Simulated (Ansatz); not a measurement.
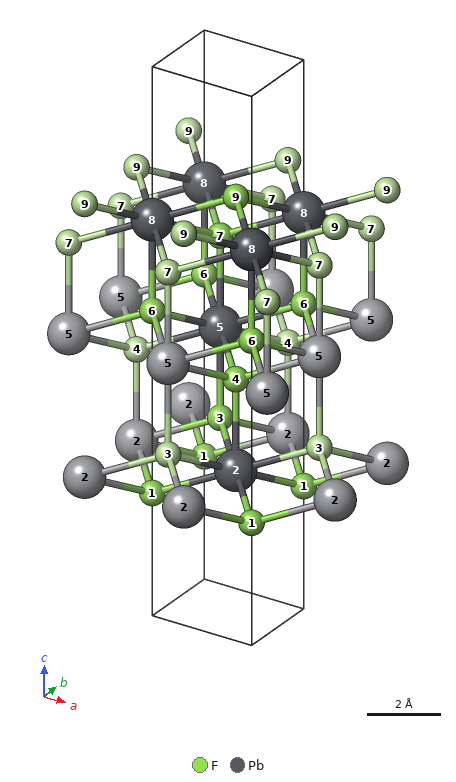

Fig. 1: The structure as given in the input (ball-and-stick view of the cell of the calculation, with the vacuum cut short, seen slightly off an axis; neighbours outside the cell are drawn fainter; atoms are numbered from 1 in the order of the input). Near neighbours in the crystal (not all of them lie inside the picture): F has 3 Pb at 2.60 Å; Pb has 7 F at 2.60 Å; F has 4 Pb at 2.60 Å; Pb has 8 F at 2.60 Å.

PbF$_{2}$: geometry relaxation (part 1 of 2)

System: PbF$_{2}$ (slab, 9 atoms in the cell).
Method: DFT PBE, scalar-relativistic, plane waves, PAW, no spin polarisation (Ansatz 0.2.0).

It belongs to a series of runs on one base structure; here: (1 1 1) slab, atoms relaxed. Figures and captions count atoms from 1; the log counts them from 0 in places.

### Output
```
Engine: ansatz 0.2.0, aarch64-unknown-linux-gnu
Pseudopotentials: kind: paw
Pseudopotential: F, paw, valence charge 7, recommended cutoff 420 eV (normal), F.paw.azcp
Pseudopotential: Pb, paw, valence charge 14, recommended cutoff 420 eV (normal), Pb.paw.azcp
Functional definition: PBE
  parameter kappa = 0.804
  parameter beta = 0.06672455060314922
  exchange = pbe_x(kappa = kappa, mu = beta*pi^2/3)
  correlation = pbe_c(beta = beta)
Crystal: 9 atoms, lattice volume = 368.848 Å³
Basis set: ecut = 420 eV, 7189 PW (Γ), exchange–correlation on 60×60×320 points (8 copies of the dense FFT grid, shifted against one another)
Bands: 51, of which v1, the nominal top of the filled ones, is band 42 counted from 1 (41 counted from 0)
Symmetry: 6 space group operations
k-points: 12 of 81 (time reversal used)
Non-local potential: F, projectors of the file, l = 0: 2, l = 1: 2, l = 2: 1
Non-local potential: Pb, projectors of the file, l = 0: 2, l = 1: 2, l = 2: 2, l = 3: 2
PAW form: soft (Blöchl's): semilocal exchange-correlation on the pseudo side does not see the compensation charge
PAW one-centre angular grid: F, 110 points (default); XC on 64 Gauss nodes
PAW one-centre angular grid: Pb, 590 points (default); XC on 64 Gauss nodes
Initial density: superposition of atomic densities (neutral atoms: chi_scale 0, normalization atom), corrected by the library's trained network
Initial wavefunctions: pseudopotential atomic-orbital guess
Functional: x = pbe(κ = 0.804, μ = 0.2195149727645171), c = pbe(β = 0.06672455060314922)
SCF iter   1: F=—  HF=-40573.666652 eV  |F-HF|=—  |Δ(HF+E_count)|=         —  Δρ=7.81e-4  dr2=3.64e-3  ethr=1.77e-3  p=0.000 e·Å  D=2.58e-14 V/Å  ΔV_dip=-0.00 eV  dr2_dipole=1.86e-10  V_vac-E_F(+/−)=5.00/5.00 eV  ⟨swp⟩=8.2  Hψ=2454  notcnv=0  defer=1
efield: sawtooth ramp at fractional position 0.9800 (placed from the atoms, in the widest stretch of the axis that holds none; the zero of the levels goes with the place), width 0.0400; the density the first Hamiltonian is built on has a dipole p = 0.000 e·Å; the dipole correction subtracts the counter field D = 2.58e-14 V/Å, which shifts the + side's vacuum level by -0.00 eV against the − side's; the planar-averaged density in the ramp window peaks in size at 4.4e-6 e/Å³
preconditioner: auto → Resta (q_TF=auto, 2.132 Å⁻¹)  ε∞=2.3  [insulator: Δε(μ)=4.315 eV  Ē_g=15.509 eV  σ=0.050 eV  W_gap=1.00  n_scr=70 (ndim 8)  ℏωp=17.7 eV  f_vac=0.567  D(μ)=0.00/eV (n_scr^D=0)  ε∞_Penn≈2.3  vacuum switching on, ρ_ref=1.7e-2 e/Å³]
SCF iter   2: F=—  HF=-40573.664962 eV  |F-HF|=—  |Δ(HF+E_count)|=   1.69e-3  Δρ=5.94e-4  dr2=8.09e-4  ethr=4.33e-6  p=0.000 e·Å  D=2.08e-6 V/Å  ΔV_dip=-0.00 eV  dr2_dipole=9.51e-11  V_vac-E_F(+/−)=5.04/5.04 eV  ⟨swp⟩=2.8  Hψ=1583  notcnv=0  defer=3
SCF iter   3: F=—  HF=-40573.664996 eV  |F-HF|=—  |Δ(HF+E_count)|=   3.41e-5  Δρ=1.81e-4  dr2=1.59e-4  ethr=9.63e-7  p=0.000 e·Å  D=7.58e-7 V/Å  ΔV_dip=-0.00 eV  dr2_dipole=6.65e-11  V_vac-E_F(+/−)=5.05/5.05 eV  ⟨swp⟩=2.0  Hψ=1059  notcnv=0  defer=3
SCF iter   4: F=—  HF=-40573.665088 eV  |F-HF|=—  |Δ(HF+E_count)|=   9.23e-5  Δρ=7.56e-5  dr2=3.16e-5  ethr=1.89e-7  p=-0.000 e·Å  D=-2.38e-6 V/Å  ΔV_dip=0.00 eV  dr2_dipole=1.86e-10  V_vac-E_F(+/−)=5.05/5.05 eV  ⟨swp⟩=2.6  Hψ=795  notcnv=0  defer=3
iter 5 did not close the SCF: its close was put off for the readings that it lacked (scf_convergence_deferred on its scf_iter line)
SCF iter   5: F=-40573.665121 eV  HF=-40573.665117 eV  |F-HF|=3.39e-6  |Δ(HF+E_count)|=   2.93e-5  Δρ=2.34e-5  dr2=2.09e-6  ethr=3.76e-8  p=0.000 e·Å  D=3.57e-6 V/Å  ΔV_dip=-0.00 eV  dr2_dipole=4.36e-10  V_vac-E_F(+/−)=5.06/5.06 eV  ⟨swp⟩=2.0  Hψ=813  notcnv=0  defer=3
iter 6 did not close the SCF: its close was put off until two iterations running show no level that it waits for move by more than its bar (scf_convergence_deferred on its scf_iter line)
SCF iter   6: F=-40573.665122 eV  HF=-40573.665122 eV  |F-HF|=3.74e-8  |Δ(HF+E_count)|=   4.34e-6  Δρ=8.00e-6  dr2=1.49e-7  ethr=2.49e-9  p=-0.000 e·Å  D=-1.18e-6 V/Å  ΔV_dip=0.00 eV  dr2_dipole=8.25e-11  V_vac-E_F(+/−)=5.06/5.06 eV  ⟨swp⟩=7.5  Hψ=2889  notcnv=0
iter 7 did not close the SCF: its close was put off until two iterations running show no level that it waits for move by more than its bar (scf_convergence_deferred on its scf_iter line)
SCF iter   7: F=-40573.665122 eV  HF=-40573.665122 eV  |F-HF|=7.53e-9  |Δ(HF+E_count)|=   2.50e-8  Δρ=2.24e-6  dr2=1.92e-8  ethr=1.77e-10  p=0.000 e·Å  D=6.89e-7 V/Å  ΔV_dip=-0.00 eV  dr2_dipole=2.45e-11  V_vac-E_F(+/−)=5.06/5.06 eV  ⟨swp⟩=1.7  Hψ=1749  notcnv=0
SCF iter   8: F=-40573.665122 eV  HF=-40573.665122 eV  |F-HF|=1.50e-9  |Δ(HF+E_count)|=   2.20e-9  Δρ=1.04e-6  dr2=2.82e-9  ethr=2.29e-11  p=-0.000 e·Å  D=-4.82e-7 V/Å  ΔV_dip=0.00 eV  dr2_dipole=1.09e-11  V_vac-E_F(+/−)=5.06/5.06 eV  ⟨swp⟩=1.3  Hψ=1670  notcnv=0
SCF 1 converged in 8 iterations: F = -40573.665122 eV  dr2 = 2.82e-9
  greatest PAW one-centre occupation: 0.984 electrons in one spin orbital (limit 2), on the Pb atom at site 4 (counted from 0), in its partial waves of l = 2
relax step   1: F+E_penalty+E_count = -40573.66512172 eV  Δ(F+E_penalty+E_count) = +0.000e0 eV  max|allowed force component| = 2.880e-1 eV/Å  Δτ_max = 0.0000 Å  (8 SCF iters, dr2 threshold 1.00e-5 eV, accepted)
Initial density: handed on by an earlier stage of this run
Initial wavefunctions: those handed on with the density
iter 1 solved again at ethr=4.18e-4 eV; its pass at ethr=3.10e-3 eV (dr2=3.51e-1 eV) is discarded
SCF iter   1: F=—  HF=-40573.820522 eV  |F-HF|=—  |Δ(HF+E_count)|=         —  Δρ=6.27e-3  dr2=3.54e-1  ethr=4.18e-4  p=-0.000 e·Å  D=-4.82e-7 V/Å  ΔV_dip=0.00 eV  dr2_dipole=4.87e-11  V_vac-E_F(+/−)=5.08/5.08 eV  ⟨swp⟩=1.0  Hψ=2079  notcnv=0  defer=32
efield: sawtooth ramp at fractional position 0.9800 (handed on by an earlier solve), width 0.0400; the density the first Hamiltonian is built on has a dipole p = -0.000 e·Å; the dipole correction subtracts the counter field D = -4.82e-7 V/Å, which shifts the + side's vacuum level by +0.00 eV against the − side's; the planar-averaged density in the ramp window peaks in size at 6.5e-7 e/Å³
preconditioner: auto → Resta (q_TF=auto, 2.132 Å⁻¹)  ε∞=2.3  [insulator: Δε(μ)=4.287 eV  Ē_g=15.587 eV  σ=0.050 eV  W_gap=1.00  n_scr=70 (ndim 8)  ℏωp=17.7 eV  f_vac=0.568  D(μ)=0.00/eV (n_scr^D=0)  ε∞_Penn≈2.3  vacuum switching on, ρ_ref=1.8e-2 e/Å³]
SCF iter   2: F=—  HF=-40573.715329 eV  |F-HF|=—  |Δ(HF+E_count)|=   1.05e-1  Δρ=3.63e-3  dr2=6.07e-2  ethr=4.18e-4  p=0.000 e·Å  D=1.28e-6 V/Å  ΔV_dip=-0.00 eV  dr2_dipole=1.04e-12  V_vac-E_F(+/−)=4.54/4.54 eV  ⟨swp⟩=3.1  Hψ=816  notcnv=0  defer=32
SCF iter   3: F=—  HF=-40573.697404 eV  |F-HF|=—  |Δ(HF+E_count)|=   1.79e-2  Δρ=2.31e-3  dr2=1.88e-2  ethr=7.22e-5  p=0.000 e·Å  D=7.99e-7 V/Å  ΔV_dip=-0.00 eV  dr2_dipole=1.36e-11  V_vac-E_F(+/−)=4.36/4.36 eV  ⟨swp⟩=2.7  Hψ=1233  notcnv=0  defer=45
SCF iter   4: F=—  HF=-40573.693392 eV  |F-HF|=—  |Δ(HF+E_count)|=   4.01e-3  Δρ=7.60e-4  dr2=1.50e-3  ethr=2.24e-5  p=0.000 e·Å  D=1.59e-6 V/Å  ΔV_dip=-0.00 eV  dr2_dipole=5.57e-13  V_vac-E_F(+/−)=4.26/4.26 eV  ⟨swp⟩=2.0  Hψ=1040  notcnv=0  defer=45
SCF iter   5: F=—  HF=-40573.693079 eV  |F-HF|=—  |Δ(HF+E_count)|=   3.13e-4  Δρ=2.20e-4  dr2=1.01e-4  ethr=1.78e-6  p=0.000 e·Å  D=1.50e-6 V/Å  ΔV_dip=-0.00 eV  dr2_dipole=6.48e-14  V_vac-E_F(+/−)=4.25/4.25 eV  ⟨swp⟩=2.0  Hψ=1030  notcnv=0  defer=45
SCF iter   6: F=—  HF=-40573.693134 eV  |F-HF|=—  |Δ(HF+E_count)|=   5.51e-5  Δρ=1.19e-4  dr2=3.30e-5  ethr=1.20e-7  p=0.000 e·Å  D=1.60e-6 V/Å  ΔV_dip=-0.00 eV  dr2_dipole=1.19e-13  V_vac-E_F(+/−)=4.24/4.24 eV  ⟨swp⟩=2.1  Hψ=1035  notcnv=0  defer=45
iter 7 did not close the SCF: its close was put off until two iterations running show no level that it waits for move by more than its bar (scf_convergence_deferred on its scf_iter line)
SCF iter   7: F=-40573.693132 eV  HF=-40573.693130 eV  |F-HF|=1.10e-6  |Δ(HF+E_count)|=   3.32e-6  Δρ=2.64e-5  dr2=1.16e-6  ethr=6.17e-9  p=0.000 e·Å  D=1.54e-6 V/Å  ΔV_dip=-0.00 eV  dr2_dipole=3.81e-14  V_vac-E_F(+/−)=4.24/4.24 eV  ⟨swp⟩=11.1  Hψ=3314  notcnv=0
iter 8 did not close the SCF: its close was put off until two iterations running show no level that it waits for move by more than its bar (scf_convergence_deferred on its scf_iter line)
SCF iter   8: F=-40573.693132 eV  HF=-40573.693132 eV  |F-HF|=3.39e-8  |Δ(HF+E_count)|=   1.30e-6  Δρ=6.71e-6  dr2=1.18e-7  ethr=1.38e-9  p=0.000 e·Å  D=1.44e-6 V/Å  ΔV_dip=-0.00 eV  dr2_dipole=1.77e-14  V_vac-E_F(+/−)=4.24/4.24 eV  ⟨swp⟩=3.7  Hψ=2130  notcnv=0
SCF iter   9: F=-40573.693132 eV  HF=-40573.693132 eV  |F-HF|=2.00e-8  |Δ(HF+E_count)|=   2.78e-8  Δρ=3.57e-6  dr2=3.24e-8  ethr=1.41e-10  p=0.000 e·Å  D=1.47e-6 V/Å  ΔV_dip=-0.00 eV  dr2_dipole=6.31e-15  V_vac-E_F(+/−)=4.24/4.24 eV  ⟨swp⟩=2.4  Hψ=1917  notcnv=0
SCF 2 converged in 9 iterations: F = -40573.693132 eV  dr2 = 3.24e-8
relax step   2: F+E_penalty+E_count = -40573.69313178 eV  Δ(F+E_penalty+E_count) = -2.801e-2 eV  max|allowed force component| = 5.203e-1 eV/Å  Δτ_max = 0.1935 Å  (9 SCF iters, dr2 threshold 5.18e-6 eV, accepted)
SCF iter   1: F=—  HF=-40573.745992 eV  |F-HF|=—  |Δ(HF+E_count)|=         —  Δρ=3.03e-3  dr2=6.35e-2  ethr=1.12e-3  p=0.000 e·Å  D=1.47e-6 V/Å  ΔV_dip=-0.00 eV  dr2_dipole=4.31e-12  V_vac-E_F(+/−)=4.21/4.21 eV  ⟨swp⟩=3.9  Hψ=1343  notcnv=0  defer=48
efield: sawtooth ramp at fractional position 0.9800 (handed on by an earlier solve), width 0.0400; the density the first Hamiltonian is built on has a dipole p = 0.000 e·Å; the dipole correction subtracts the counter field D = 1.47e-6 V/Å, which shifts the + side's vacuum level by -0.00 eV against the − side's; the planar-averaged density in the ramp window peaks in size at 2.6e-7 e/Å³
preconditioner: auto → Resta (q_TF=auto, 2.132 Å⁻¹)  ε∞=2.3  [insulator: Δε(μ)=4.384 eV  Ē_g=15.598 eV  σ=0.050 eV  W_gap=1.00  n_scr=70 (ndim 8)  ℏωp=17.7 eV  f_vac=0.576  D(μ)=0.00/eV (n_scr^D=0)  ε∞_Penn≈2.3  vacuum switching on, ρ_ref=1.8e-2 e/Å³]
SCF iter   2: F=—  HF=-40573.734553 eV  |F-HF|=—  |Δ(HF+E_count)|=   1.14e-2  Δρ=2.41e-3  dr2=1.46e-2  ethr=7.56e-5  p=0.000 e·Å  D=8.88e-7 V/Å  ΔV_dip=-0.00 eV  dr2_dipole=5.56e-14  V_vac-E_F(+/−)=4.38/4.38 eV  ⟨swp⟩=3.1  Hψ=1172  notcnv=0  defer=46
SCF iter   3: F=—  HF=-40573.732774 eV  |F-HF|=—  |Δ(HF+E_count)|=   1.78e-3  Δρ=1.13e-3  dr2=4.79e-3  ethr=1.74e-5  p=0.000 e·Å  D=7.88e-7 V/Å  ΔV_dip=-0.00 eV  dr2_dipole=8.37e-13  V_vac-E_F(+/−)=4.43/4.43 eV  ⟨swp⟩=2.1  Hψ=1083  notcnv=0  defer=46
SCF iter   4: F=—  HF=-40573.732167 eV  |F-HF|=—  |Δ(HF+E_count)|=   6.07e-4  Δρ=3.37e-4  dr2=2.92e-4  ethr=5.70e-6  p=0.000 e·Å  D=4.45e-7 V/Å  ΔV_dip=-0.00 eV  dr2_dipole=1.06e-13  V_vac-E_F(+/−)=4.48/4.48 eV  ⟨swp⟩=2.0  Hψ=778  notcnv=0  defer=46
SCF iter   5: F=—  HF=-40573.732167 eV  |F-HF|=—  |Δ(HF+E_count)|=   3.03e-7  Δρ=1.06e-4  dr2=2.41e-5  ethr=3.48e-7  p=0.000 e·Å  D=4.95e-7 V/Å  ΔV_dip=-0.00 eV  dr2_dipole=1.39e-15  V_vac-E_F(+/−)=4.50/4.50 eV  ⟨swp⟩=2.0  Hψ=1043  notcnv=0  defer=46
SCF iter   6: F=-40573.732172 eV  HF=-40573.732178 eV  |F-HF|=5.29e-6  |Δ(HF+E_count)|=   1.07e-5  Δρ=6.24e-5  dr2=8.67e-6  ethr=2.01e-8  p=0.000 e·Å  D=4.86e-7 V/Å  ΔV_dip=-0.00 eV  dr2_dipole=4.89e-14  V_vac-E_F(+/−)=4.50/4.50 eV  ⟨swp⟩=11.8  Hψ=2892  notcnv=0
SCF 3 converged in 6 iterations: F = -40573.732172 eV  dr2 = 8.67e-6
relax step   3: F+E_penalty+E_count = -40573.73217237 eV  Δ(F+E_penalty+E_count) = -3.904e-2 eV  max|allowed force component| = 6.009e-2 eV/Å  Δτ_max = 0.0965 Å  (6 SCF iters, dr2 threshold 1.69e-5 eV, accepted)
SCF iter   1: F=—  HF=-40573.735954 eV  |F-HF|=—  |Δ(HF+E_count)|=         —  Δρ=7.91e-4  dr2=3.62e-3  ethr=4.37e-5  p=0.000 e·Å  D=4.86e-7 V/Å  ΔV_dip=-0.00 eV  dr2_dipole=1.75e-12  V_vac-E_F(+/−)=4.50/4.50 eV  ⟨swp⟩=2.1  Hψ=1298  notcnv=0  defer=46
efield: sawtooth ramp at fractional position 0.9800 (handed on by an earlier solve), width 0.0400; the density the first Hamiltonian is built on has a dipole p = 0.000 e·Å; the dipole correction subtracts the counter field D = 4.86e-7 V/Å, which shifts the + side's vacuum level by -0.00 eV against the − side's; the planar-averaged density in the ramp window peaks in size at 7.6e-7 e/Å³
preconditioner: auto → Resta (q_TF=auto, 2.132 Å⁻¹)  ε∞=2.3  [insulator: Δε(μ)=4.266 eV  Ē_g=15.602 eV  σ=0.050 eV  W_gap=1.00  n_scr=70 (ndim 8)  ℏωp=17.7 eV  f_vac=0.574  D(μ)=0.00/eV (n_scr^D=0)  ε∞_Penn≈2.3  vacuum switching on, ρ_ref=1.8e-2 e/Å³]
SCF iter   2: F=—  HF=-40573.734684 eV  |F-HF|=—  |Δ(HF+E_count)|=   1.27e-3  Δρ=3.70e-4  dr2=8.10e-4  ethr=4.31e-6  p=0.000 e·Å  D=1.52e-7 V/Å  ΔV_dip=-0.00 eV  dr2_dipole=5.48e-14  V_vac-E_F(+/−)=4.53/4.53 eV  ⟨swp⟩=2.8  Hψ=932  notcnv=0  defer=46
SCF iter   3: F=—  HF=-40573.734361 eV  |F-HF|=—  |Δ(HF+E_count)|=   3.23e-4  Δρ=1.02e-4  dr2=2.89e-5  ethr=9.64e-7  p=0.000 e·Å  D=9.81e-8 V/Å  ΔV_dip=-0.00 eV  dr2_dipole=6.06e-14  V_vac-E_F(+/−)=4.54/4.54 eV  ⟨swp⟩=2.0  Hψ=818  notcnv=0  defer=46
SCF iter   4: F=—  HF=-40573.734204 eV  |F-HF|=—  |Δ(HF+E_count)|=   1.57e-4  Δρ=5.09e-5  dr2=5.78e-6  ethr=3.45e-8  p=0.000 e·Å  D=3.17e-8 V/Å  ΔV_dip=-0.00 eV  dr2_dipole=4.22e-14  V_vac-E_F(+/−)=4.55/4.55 eV  ⟨swp⟩=2.0  Hψ=1046  notcnv=0  defer=46
SCF iter   5: F=—  HF=-40573.734204 eV  |F-HF|=—  |Δ(HF+E_count)|=   4.80e-7  Δρ=1.09e-5  dr2=5.62e-7  ethr=6.88e-9  p=0.000 e·Å  D=7.14e-8 V/Å  ΔV_dip=-0.00 eV  dr2_dipole=4.09e-14  V_vac-E_F(+/−)=4.55/4.55 eV  ⟨swp⟩=2.0  Hψ=1026  notcnv=0  defer=46
iter 6 did not close the SCF: its close was put off until two iterations running show no level that it waits for move by more than its bar (scf_convergence_deferred on its scf_iter line)
SCF iter   6: F=-40573.734204 eV  HF=-40573.734204 eV  |F-HF|=2.28e-8  |Δ(HF+E_count)|=   3.53e-8  Δρ=3.70e-6  dr2=3.06e-8  ethr=1.19e-10  p=0.000 e·Å  D=1.25e-7 V/Å  ΔV_dip=-0.00 eV  dr2_dipole=9.80e-14  V_vac-E_F(+/−)=4.55/4.55 eV  ⟨swp⟩=10.8  Hψ=2973  notcnv=0
iter 7 did not close the SCF: its close was put off until two iterations running show no level that it waits for move by more than its bar (scf_convergence_deferred on its scf_iter line)
SCF iter   7: F=-40573.734204 eV  HF=-40573.734204 eV  |F-HF|=3.33e-9  |Δ(HF+E_count)|=   3.00e-8  Δρ=1.44e-6  dr2=5.25e-9  ethr=3.65e-11  p=-0.000 e·Å  D=-4.05e-8 V/Å  ΔV_dip=0.00 eV  dr2_dipole=9.01e-14  V_vac-E_F(+/−)=4.55/4.55 eV  ⟨swp⟩=2.5  Hψ=2207  notcnv=0
SCF iter   8: F=-40573.734204 eV  HF=-40573.734204 eV  |F-HF|=1.75e-10  |Δ(HF+E_count)|=  3.06e-10  Δρ=2.82e-7  dr2=1.82e-10  ethr=6.26e-12  p=0.000 e·Å  D=1.75e-8 V/Å  ΔV_dip=-0.00 eV  dr2_dipole=7.50e-15  V_vac-E_F(+/−)=4.55/4.55 eV  ⟨swp⟩=2.3  Hψ=1886  notcnv=0
SCF 4 converged in 8 iterations: F = -40573.734204 eV  dr2 = 1.82e-10
relax step   4: F+E_penalty+E_count = -40573.73420360 eV  Δ(F+E_penalty+E_count) = -2.031e-3 eV  max|allowed force component| = 2.011e-2 eV/Å  Δτ_max = 0.0217 Å  (8 SCF iters, accepted)
SCF iter   1: F=—  HF=-40573.734755 eV  |F-HF|=—  |Δ(HF+E_count)|=         —  Δρ=3.64e-4  dr2=8.21e-4  ethr=9.99e-6  p=0.000 e·Å  D=1.75e-8 V/Å  ΔV_dip=-0.00 eV  dr2_dipole=4.62e-13  V_vac-E_F(+/−)=4.55/4.55 eV  ⟨swp⟩=2.0  Hψ=1334  notcnv=0  defer=45
efield: sawtooth ramp at fractional position 0.9800 (handed on by an earlier solve), width 0.0400; the density the first Hamiltonian is built on has a dipole p = 0.000 e·Å; the dipole correction subtracts the counter field D = 1.75e-8 V/Å, which shifts the + side's vacuum level by -0.00 eV against the − side's; the planar-averaged density in the ramp window peaks in size at 4.4e-7 e/Å³
preconditioner: auto → Resta (q_TF=auto, 2.132 Å⁻¹)  ε∞=2.3  [insulator: Δε(μ)=4.269 eV  Ē_g=15.600 eV  σ=0.050 eV  W_gap=1.00  n_scr=70 (ndim 8)  ℏωp=17.7 eV  f_vac=0.573  D(μ)=0.00/eV (n_scr^D=0)  ε∞_Penn≈2.3  vacuum switching on, ρ_ref=1.8e-2 e/Å³]
SCF iter   2: F=—  HF=-40573.734522 eV  |F-HF|=—  |Δ(HF+E_count)|=   2.33e-4  Δρ=1.70e-4  dr2=1.35e-4  ethr=9.78e-7  p=0.000 e·Å  D=1.73e-7 V/Å  ΔV_dip=-0.00 eV  dr2_dipole=1.32e-14  V_vac-E_F(+/−)=4.57/4.57 eV  ⟨swp⟩=2.8  Hψ=931  notcnv=0  defer=45
SCF iter   3: F=—  HF=-40573.734493 eV  |F-HF|=—  |Δ(HF+E_count)|=   2.94e-5  Δρ=7.27e-5  dr2=1.71e-5  ethr=1.61e-7  p=0.000 e·Å  D=1.97e-7 V/Å  ΔV_dip=-0.00 eV  dr2_dipole=1.11e-15  V_vac-E_F(+/−)=4.57/4.57 eV  ⟨swp⟩=2.7  Hψ=914  notcnv=0  defer=45
SCF iter   4: F=—  HF=-40573.734341 eV  |F-HF|=—  |Δ(HF+E_count)|=   1.51e-4  Δρ=2.99e-5  dr2=2.21e-6  ethr=2.04e-8  p=0.000 e·Å  D=2.04e-7 V/Å  ΔV_dip=-0.00 eV  dr2_dipole=2.73e-15  V_vac-E_F(+/−)=4.57/4.57 eV  ⟨swp⟩=2.0  Hψ=1022  notcnv=0  defer=45
SCF iter   5: F=—  HF=-40573.734341 eV  |F-HF|=—  |Δ(HF+E_count)|=   9.23e-9  Δρ=1.03e-5  dr2=2.63e-7  ethr=2.63e-9  p=0.000 e·Å  D=2.18e-7 V/Å  ΔV_dip=-0.00 eV  dr2_dipole=2.07e-14  V_vac-E_F(+/−)=4.57/4.57 eV  ⟨swp⟩=2.0  Hψ=1022  notcnv=0  defer=45
SCF iter   6: F=-40573.734341 eV  HF=-40573.734341 eV  |F-HF|=1.76e-9  |Δ(HF+E_count)|=   4.25e-8  Δρ=2.72e-6  dr2=1.73e-8  ethr=1.19e-10  p=0.000 e·Å  D=1.79e-7 V/Å  ΔV_dip=-0.00 eV  dr2_dipole=4.87e-14  V_vac-E_F(+/−)=4.57/4.57 eV  ⟨swp⟩=10.3  Hψ=2766  notcnv=0
SCF 5 converged in 6 iterations: F = -40573.734341 eV  dr2 = 1.73e-8
relax step   5: F+E_penalty+E_count = -40573.73434137 eV  Δ(F+E_penalty+E_count) = -1.378e-4 eV  max|allowed force component| = 1.819e-2 eV/Å  Δτ_max = 0.0081 Å  (6 SCF iters, accepted)
```
